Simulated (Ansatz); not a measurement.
Cu: geometry relaxation (part 2 of 2)

Cu (defect cell, 26 atoms in the cell); DFT PBEsol, scalar-relativistic, plane waves, PAW, no spin polarisation (Ansatz 0.2.0); cutoff 420 eV, 4×4×4 k-mesh, Gaussian smearing of 0.1 eV. The structure derives from a Materials Project entry. It belongs to a series of runs on one base structure; here: Cu vacancy (site a), charge +0, atoms relaxed at the host's cell.

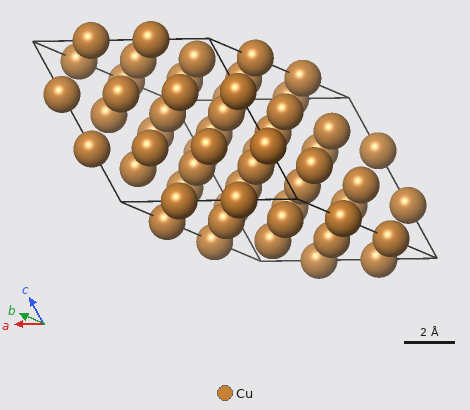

Fig. 1: The geometry at step 3 of the log (spheres-only view of the cell of the calculation, seen at an oblique angle).

### Log, continued
```
  k-point 1: bands = ["-95.6716", "-95.6689", "-95.6656", "-95.6644", "-95.6644", "-95.6633", "-95.6632", "-95.6632", "-95.6596", "-95.6571", ... 87 levels left out ..., "-53.0368", "-53.0302", "-53.0262", "-53.0262", "-53.0146", "-53.0146", "-53.0134", "7.3845", "9.2932", "10.3121", "10.3121", "10.3663", "10.8052", "10.8052", "10.8718", "11.0453", "11.0453", "11.2213", "11.3802", "11.6572", "11.6572", "11.8847", "12.2420", "12.2785", "12.2785", "12.2998", "12.2998", "12.3471", "12.3890",
      "12.3890", "12.4984", "12.4984", "12.5285", "12.5447", "12.5711", "12.5711", "12.5848", "12.6027", "12.6027", "12.6352", "12.6578", "12.7329", "12.7387", "12.7387", "12.8158", "12.8158", "12.8660", "12.8660", "12.9036", "13.0110", "13.1186", "13.1186", "13.2566", "13.2657", "13.2657", "13.2972", "13.3058", "13.3058", "13.3253", "13.3873", "13.4088", "13.4088", "13.4679", "13.5275", "13.5275", "13.5348", "13.5886", "13.5886", "13.6108",
      "13.6149", "13.6149", "13.6508", "13.6586", "13.6586", "13.6673", "13.6673", "13.7266", "13.7266", "13.7339", "13.7636", "13.7636", "13.8093", "13.8151", "13.8510", "13.8510", "13.8778", "13.8778", "14.0115", "14.0236", "14.0236", "14.1792", "14.1939", "14.1939", "14.2722", "14.2747", "14.2747", "14.3452", "14.4024", "14.4024", "14.4028", "14.4297", "14.4297", "14.4313", "14.4726", "14.4726", "14.5345", "14.5345", "14.5378", "14.5378",
      "14.5965", "14.6012", "14.6186", "14.6186", "14.7228", "14.7228", "14.7362", "14.7410", "14.7410", "14.7739", "14.7842", "14.7906", "14.7906", "14.7945", "14.8229", "14.8229", "14.8344", "14.8589", "14.8589", "14.8899", "14.8961", "14.8961", "14.9083", "14.9337", "14.9337", "14.9735", "14.9989", "14.9989", "15.0185", "15.0185", "15.0280", "15.0280", "15.0281", "15.0705", "15.0705", "15.0910", "15.1197", "15.3319", "15.3319", "15.3544",
      "16.0373", "16.0373", "16.2611", "17.9849", "17.9849", "18.1390", "20.1124", "20.1124", "20.2232", "20.2891", "20.2891", "20.3276", "20.5907", "20.5963", "20.5963", "22.1672", "22.1672", "22.2222", "22.2612", "22.4091", "22.4091", "22.6615", "22.9158", "22.9158", "23.0287", "23.7624", "23.7802", "23.7802", "24.7052", "24.7052", "24.7156", "25.7996", "25.7996", "25.8542", "26.6640", "26.6640", "26.6966", "26.7223", "26.7223", "26.8269",
      "27.1727", "27.1727", "27.2619", "27.7913", "27.7913", "28.1051", "28.6848", "28.6914", "28.6914", "29.4763", "29.4763"]
  k-point 2: bands = ["-95.6706", "-95.6696", "-95.6664", "-95.6645", "-95.6645", "-95.6635", "-95.6632", "-95.6632", "-95.6588", "-95.6574", ... 87 levels left out ..., "-53.0405", "-53.0308", "-53.0237", "-53.0237", "-53.0164", "-53.0164", "-53.0135", "8.0277", "8.2559", "10.3375", "10.3835", "10.3835", "10.4876", "10.4876", "10.8189", "11.4635", "11.6789", "11.6789", "11.7450", "11.7538", "11.7538", "11.8321", "11.8952", "11.8952", "11.9733", "12.0825", "12.0825", "12.2905", "12.3493",
      "12.3493", "12.4165", "12.4355", "12.4355", "12.5393", "12.5954", "12.6340", "12.6474", "12.6474", "12.6523", "12.7074", "12.7074", "12.7255", "12.7255", "12.8334", "12.8334", "12.8672", "12.9442", "12.9442", "12.9495", "13.0427", "13.0521", "13.0521", "13.2312", "13.2828", "13.2887", "13.2887", "13.3368", "13.3477", "13.3549", "13.3549", "13.3779", "13.3779", "13.4206", "13.4356", "13.4380", "13.4409", "13.4409", "13.4764", "13.4764",
      "13.5462", "13.5462", "13.5756", "13.6076", "13.6076", "13.6593", "13.6593", "13.7005", "13.7322", "13.7322", "13.7370", "13.7370", "13.9064", "13.9191", "13.9191", "13.9208", "13.9586", "13.9586", "14.0170", "14.0170", "14.0628", "14.0921", "14.0921", "14.0968", "14.1084", "14.1932", "14.1932", "14.2255", "14.2527", "14.2527", "14.2909", "14.3134", "14.3884", "14.3884", "14.4154", "14.4154", "14.4671", "14.4671", "14.4686", "14.4686",
      "14.5959", "14.6640", "14.6664", "14.6664", "14.6819", "14.6819", "14.7098", "14.7179", "14.7179", "14.7695", "14.7954", "14.8031", "14.8031", "14.8241", "14.8470", "14.8470", "14.8779", "14.8779", "14.9136", "14.9136", "14.9226", "14.9466", "14.9562", "14.9562", "14.9812", "15.0844", "15.0844", "15.0952", "15.0952", "15.1066", "15.1121", "15.1121", "15.1591", "15.1591", "15.1780", "15.2028", "15.7283", "16.2888", "16.2888", "16.4892",
      "16.4988", "16.4988", "16.5230", "17.9002", "17.9002", "18.0454", "18.1278", "18.1278", "18.3950", "20.2785", "20.2785", "20.3705", "20.5290", "20.6856", "20.6856", "20.7167", "21.6635", "21.6635", "21.7577", "21.9167", "21.9167", "22.0642", "23.9417", "23.9727", "23.9727", "24.1758", "24.1758", "24.2172", "25.8445", "25.8445", "25.9642", "26.1392", "26.1392", "26.2578", "26.9711", "26.9711", "26.9905", "27.0170", "27.0170", "27.1701",
      "28.7543", "28.7613", "28.7613", "28.7935", "28.7935", "28.8062", "28.8738", "28.9005", "28.9005", "28.9290", "28.9290"]
  k-point 7: bands = ["-95.6694", "-95.6694", "-95.6684", "-95.6646", "-95.6638", "-95.6638", "-95.6631", "-95.6631", "-95.6584", "-95.6572", ... 87 levels left out ..., "-53.0393", "-53.0263", "-53.0224", "-53.0210", "-53.0210", "-53.0190", "-53.0125", "8.6623", "8.7009", "8.7009", "9.1321", "10.9059", "10.9059", "11.0016", "11.1527", "11.7600", "11.8163", "11.8201", "11.8210", "11.8321", "11.8321", "11.9250", "11.9931", "11.9936", "11.9936", "12.0097", "12.0097", "12.0394", "12.2055",
      "12.2055", "12.2247", "12.3300", "12.3300", "12.4374", "12.4617", "12.5432", "12.6061", "12.6061", "12.6933", "12.7272", "12.8461", "12.8682", "12.8872", "12.8872", "12.9020", "12.9020", "12.9638", "12.9814", "12.9937", "12.9937", "13.0604", "13.1216", "13.1527", "13.1527", "13.1749", "13.2244", "13.2540", "13.2540", "13.2633", "13.2966", "13.2966", "13.3262", "13.4079", "13.4174", "13.4174", "13.4569", "13.4631", "13.4976", "13.4976",
      "13.5355", "13.5355", "13.5899", "13.6056", "13.6447", "13.6585", "13.6910", "13.6978", "13.6978", "13.8155", "13.8174", "13.8174", "13.8364", "13.8946", "13.8946", "13.9078", "13.9238", "13.9244", "13.9751", "13.9837", "13.9837", "14.0197", "14.1312", "14.1312", "14.1853", "14.1999", "14.2076", "14.2076", "14.2318", "14.2340", "14.2350", "14.2350", "14.2579", "14.2621", "14.2621", "14.2789", "14.3085", "14.3156", "14.3156", "14.3373",
      "14.4347", "14.5046", "14.5837", "14.6268", "14.6268", "14.6586", "14.6702", "14.6702", "14.7189", "14.7189", "14.7269", "14.7945", "14.8818", "14.8818", "14.9042", "14.9563", "14.9963", "14.9987", "15.0102", "15.0102", "15.0160", "15.0272", "15.0435", "15.0752", "15.0752", "15.0896", "15.0896", "15.1095", "15.1146", "15.1668", "15.2584", "15.2613", "15.5135", "15.5135", "15.5341", "15.5830", "16.6103", "16.7690", "16.8146", "16.8146",
      "16.8243", "16.9618", "16.9618", "17.0099", "17.5117", "17.6431", "17.7340", "17.7340", "18.8430", "18.8430", "18.9368", "19.2616", "19.2616", "19.3491", "20.8396", "20.8619", "20.8619", "21.2657", "23.2097", "23.2097", "24.2511", "24.3044", "24.3969", "24.4259", "24.4356", "24.4356", "24.5362", "24.5362", "24.7692", "24.7853", "25.3803", "25.9907", "26.0378", "26.0517", "26.3164", "26.3164", "27.1839", "27.2164", "27.2806", "27.2806",
      "27.6740", "27.7035", "27.7035", "27.8596", "28.4970", "28.4970", "29.0583", "29.0664", "29.0708", "29.1373", "29.3195"]
--- Relaxed structure (4 steps of the walk, 4 accepted, 0 SCFs on fresh bases) ---
  F+E_penalty+E_count = -171306.67664287 eV   max|allowed force component| = 1.610e-3 eV/Å
  atoms:
    - { symbol: Cu, position: [1.0424789637608692e-19, 1.0424789637608692e-19, 0.3299735435076618] }
    - { symbol: Cu, position: [1.0424789637608696e-19, 1.0424789637608696e-19, 0.6700264564923382] }
    - { symbol: Cu, position: [0.0, 0.3299735435076618, 0.0] }
    - { symbol: Cu, position: [-5.0668769333683805e-5, 0.33335022292311123, 0.33335022292311123] }
    - { symbol: Cu, position: [-2.7755575615628914e-17, 0.32997354350766184, 0.6700264564923382] }
    - { symbol: Cu, position: [0.0, 0.6700264564923382, 0.0] }
    - { symbol: Cu, position: [0.0, 0.6700264564923382, 0.32997354350766184] }
    - { symbol: Cu, position: [5.066876933379483e-5, 0.6666497770768887, 0.6666497770768887] }
    - { symbol: Cu, position: [0.3299735435076618, 0.0, 0.0] }
    - { symbol: Cu, position: [0.33335022292311123, -5.0668769333683805e-5, 0.33335022292311123] }
    - { symbol: Cu, position: [0.32997354350766184, -2.7755575615628914e-17, 0.6700264564923382] }
    - { symbol: Cu, position: [0.33335022292311123, 0.33335022292311123, -5.0668769333683805e-5] }
    - { symbol: Cu, position: [0.33335022292311123, 0.33335022292311123, 0.33335022292311123] }
    - { symbol: Cu, position: [0.3327097728995612, 0.3327097728995612, 0.6672902271004388] }
    - { symbol: Cu, position: [0.32997354350766184, 0.6700264564923382, 0.0] }
    - { symbol: Cu, position: [0.3327097728995612, 0.6672902271004388, 0.33270977289956116] }
    - { symbol: Cu, position: [0.3327097728995613, 0.6672902271004387, 0.6672902271004388] }
    - { symbol: Cu, position: [0.6700264564923382, 0.0, 0.0] }
    - { symbol: Cu, position: [0.6700264564923382, 0.0, 0.32997354350766184] }
    - { symbol: Cu, position: [0.6666497770768887, 5.066876933379483e-5, 0.6666497770768887] }
    - { symbol: Cu, position: [0.6700264564923382, 0.32997354350766184, 0.0] }
    - { symbol: Cu, position: [0.6672902271004388, 0.3327097728995612, 0.33270977289956116] }
    - { symbol: Cu, position: [0.6672902271004387, 0.3327097728995613, 0.6672902271004388] }
    - { symbol: Cu, position: [0.6666497770768887, 0.6666497770768887, 5.066876933379483e-5] }
    - { symbol: Cu, position: [0.6672902271004387, 0.6672902271004387, 0.3327097728995613] }
    - { symbol: Cu, position: [0.6666497770768887, 0.6666497770768887, 0.6666497770768887] }
```

### Trajectory as extended XYZ (Å, eV, eV/Å), 4 frames, from step=1 to step=4
```
26
Lattice="0.0000 5.3451 5.3451 5.3451 0.0000 5.3451 5.3451 5.3451 0.0000" Properties=species:S:1:pos:R:3:forces:R:3 step=1 energy=-171306.63855
Cu    1.7817    1.7817    0.0000   -0.1684  -0.1684   0.0000
Cu    3.5634    3.5634    0.0000    0.1684   0.1684   0.0000
Cu    1.7817    0.0000    1.7817   -0.1684   0.0000  -0.1684
Cu    3.5634    1.7817    1.7817    0.0031  -0.0031  -0.0031
Cu    5.3451    3.5634    1.7817    0.0000   0.1684  -0.1684
Cu    3.5634    0.0000    3.5634    0.1684   0.0000   0.1684
Cu    5.3451    1.7817    3.5634    0.0000  -0.1684   0.1684
Cu    7.1268    3.5634    3.5634   -0.0031   0.0031   0.0031
Cu    0.0000    1.7817    1.7817    0.0000  -0.1684  -0.1684
Cu    1.7817    3.5634    1.7817   -0.0031   0.0031  -0.0031
Cu    3.5634    5.3451    1.7817    0.1684   0.0000  -0.1684
Cu    1.7817    1.7817    3.5634   -0.0031  -0.0031   0.0031
Cu    3.5634    3.5634    3.5634    0.0031   0.0031   0.0031
Cu    5.3451    5.3451    3.5634    0.0000   0.0000  -0.0869
Cu    3.5634    1.7817    5.3451    0.1684  -0.1684   0.0000
Cu    5.3451    3.5634    5.3451    0.0000  -0.0869   0.0000
Cu    7.1268    5.3451    5.3451    0.0869   0.0000   0.0000
Cu    0.0000    3.5634    3.5634    0.0000   0.1684   0.1684
Cu    1.7817    5.3451    3.5634   -0.1684   0.0000   0.1684
Cu    3.5634    7.1268    3.5634    0.0031  -0.0031   0.0031
Cu    1.7817    3.5634    5.3451   -0.1684   0.1684   0.0000
Cu    3.5634    5.3451    5.3451   -0.0869   0.0000   0.0000
Cu    5.3451    7.1268    5.3451    0.0000   0.0869   0.0000
Cu    3.5634    3.5634    7.1268    0.0031   0.0031  -0.0031
Cu    5.3451    5.3451    7.1268    0.0000   0.0000   0.0869
Cu    7.1268    7.1268    7.1268   -0.0031  -0.0031  -0.0031
26
Lattice="0.0000 5.3451 5.3451 5.3451 0.0000 5.3451 5.3451 5.3451 0.0000" Properties=species:S:1:pos:R:3:forces:R:3 step=2 energy=-171306.65912
Cu    1.7760    1.7760    0.0000   -0.1144  -0.1144   0.0000
Cu    3.5691    3.5691    0.0000    0.1144   0.1144   0.0000
Cu    1.7760    0.0000    1.7760   -0.1144   0.0000  -0.1144
Cu    3.5635    1.7817    1.7817    0.0020  -0.0020  -0.0020
Cu    5.3451    3.5691    1.7760    0.0000   0.1144  -0.1144
Cu    3.5691    0.0000    3.5691    0.1144   0.0000   0.1144
Cu    5.3451    1.7760    3.5691    0.0000  -0.1144   0.1144
Cu    7.1268    3.5635    3.5635   -0.0020   0.0020   0.0020
Cu    0.0000    1.7760    1.7760    0.0000  -0.1144  -0.1144
Cu    1.7817    3.5635    1.7817   -0.0020   0.0020  -0.0020
Cu    3.5691    5.3451    1.7760    0.1144   0.0000  -0.1144
Cu    1.7817    1.7817    3.5635   -0.0020  -0.0020   0.0020
Cu    3.5635    3.5635    3.5635    0.0020   0.0020   0.0020
Cu    5.3451    5.3451    3.5606    0.0000   0.0000  -0.0509
Cu    3.5691    1.7760    5.3451    0.1144  -0.1144   0.0000
Cu    5.3451    3.5606    5.3451    0.0000  -0.0509   0.0000
Cu    7.1296    5.3451    5.3451    0.0509   0.0000   0.0000
Cu    0.0000    3.5691    3.5691    0.0000   0.1144   0.1144
Cu    1.7760    5.3451    3.5691   -0.1144   0.0000   0.1144
Cu    3.5635    7.1268    3.5635    0.0020  -0.0020   0.0020
Cu    1.7760    3.5691    5.3451   -0.1144   0.1144   0.0000
Cu    3.5606    5.3451    5.3451   -0.0509   0.0000   0.0000
Cu    5.3451    7.1296    5.3451    0.0000   0.0509   0.0000
Cu    3.5635    3.5635    7.1268    0.0020   0.0020  -0.0020
Cu    5.3451    5.3451    7.1296    0.0000   0.0000   0.0509
Cu    7.1268    7.1268    7.1268   -0.0020  -0.0020  -0.0020
26
Lattice="0.0000 5.3451 5.3451 5.3451 0.0000 5.3451 5.3451 5.3451 0.0000" Properties=species:S:1:pos:R:3:forces:R:3 step=3 energy=-171306.67664
Cu    1.7637    1.7637    0.0000   -0.0016  -0.0016   0.0000
Cu    3.5814    3.5814    0.0000    0.0016   0.0016   0.0000
Cu    1.7637    0.0000    1.7637   -0.0016   0.0000  -0.0016
Cu    3.5636    1.7815    1.7815   -0.0016   0.0016   0.0016
Cu    5.3451    3.5814    1.7637    0.0000   0.0016  -0.0016
Cu    3.5814    0.0000    3.5814    0.0016   0.0000   0.0016
Cu    5.3451    1.7637    3.5814    0.0000  -0.0016   0.0016
Cu    7.1266    3.5636    3.5636    0.0016  -0.0016  -0.0016
Cu    0.0000    1.7637    1.7637    0.0000  -0.0016  -0.0016
Cu    1.7815    3.5636    1.7815    0.0016  -0.0016   0.0016
Cu    3.5814    5.3451    1.7637    0.0016   0.0000  -0.0016
Cu    1.7815    1.7815    3.5636    0.0016   0.0016  -0.0016
Cu    3.5636    3.5636    3.5636   -0.0016  -0.0016  -0.0016
Cu    5.3451    5.3451    3.5567    0.0000   0.0000   0.0014
Cu    3.5814    1.7637    5.3451    0.0016  -0.0016   0.0000
Cu    5.3451    3.5567    5.3451    0.0000   0.0014   0.0000
Cu    7.1335    5.3451    5.3451   -0.0014   0.0000   0.0000
Cu    0.0000    3.5814    3.5814    0.0000   0.0016   0.0016
Cu    1.7637    5.3451    3.5814   -0.0016   0.0000   0.0016
Cu    3.5636    7.1266    3.5636   -0.0016   0.0016  -0.0016
Cu    1.7637    3.5814    5.3451   -0.0016   0.0016   0.0000
Cu    3.5567    5.3451    5.3451    0.0014   0.0000   0.0000
Cu    5.3451    7.1335    5.3451    0.0000  -0.0014   0.0000
Cu    3.5636    3.5636    7.1266   -0.0016  -0.0016   0.0016
Cu    5.3451    5.3451    7.1335    0.0000   0.0000  -0.0014
Cu    7.1266    7.1266    7.1266    0.0016   0.0016   0.0016
26
Lattice="0.0000 5.3451 5.3451 5.3451 0.0000 5.3451 5.3451 5.3451 0.0000" Properties=species:S:1:pos:R:3:forces:R:3 step=4 energy=-171306.67664
Cu    1.7637    1.7637    0.0000   -0.0016  -0.0016   0.0000
Cu    3.5814    3.5814    0.0000    0.0016   0.0016   0.0000
Cu    1.7637    0.0000    1.7637   -0.0016   0.0000  -0.0016
Cu    3.5636    1.7815    1.7815   -0.0016   0.0016   0.0016
Cu    5.3451    3.5814    1.7637    0.0000   0.0016  -0.0016
Cu    3.5814    0.0000    3.5814    0.0016   0.0000   0.0016
Cu    5.3451    1.7637    3.5814    0.0000  -0.0016   0.0016
Cu    7.1266    3.5636    3.5636    0.0016  -0.0016  -0.0016
Cu    0.0000    1.7637    1.7637    0.0000  -0.0016  -0.0016
Cu    1.7815    3.5636    1.7815    0.0016  -0.0016   0.0016
Cu    3.5814    5.3451    1.7637    0.0016   0.0000  -0.0016
Cu    1.7815    1.7815    3.5636    0.0016   0.0016  -0.0016
Cu    3.5636    3.5636    3.5636   -0.0016  -0.0016  -0.0016
Cu    5.3451    5.3451    3.5567    0.0000   0.0000   0.0014
Cu    3.5814    1.7637    5.3451    0.0016  -0.0016   0.0000
Cu    5.3451    3.5567    5.3451    0.0000   0.0014   0.0000
Cu    7.1335    5.3451    5.3451   -0.0014   0.0000   0.0000
Cu    0.0000    3.5814    3.5814    0.0000   0.0016   0.0016
Cu    1.7637    5.3451    3.5814   -0.0016   0.0000   0.0016
Cu    3.5636    7.1266    3.5636   -0.0016   0.0016  -0.0016
Cu    1.7637    3.5814    5.3451   -0.0016   0.0016   0.0000
Cu    3.5567    5.3451    5.3451    0.0014   0.0000   0.0000
Cu    5.3451    7.1335    5.3451    0.0000  -0.0014   0.0000
Cu    3.5636    3.5636    7.1266   -0.0016  -0.0016   0.0016
Cu    5.3451    5.3451    7.1335    0.0000   0.0000  -0.0014
Cu    7.1266    7.1266    7.1266    0.0016   0.0016   0.0016
```

### Results in brief

```csv
quantity,value
outcome,converged
electrons treated,494
free energy,−171306.6766 eV
Fermi energy,16.614 eV
gap on the k-point mesh,none (metallic)
final volume,305.42 Å³
largest force (length of the vector) at the end,0.003 eV/Å
hardware,"4 threads of Intel Xeon @ 2.70GHz, 189 GiB of memory available, shared host"
wall time,78 s (CPU time 4.7 min)
peak memory,2.1 GiB
```
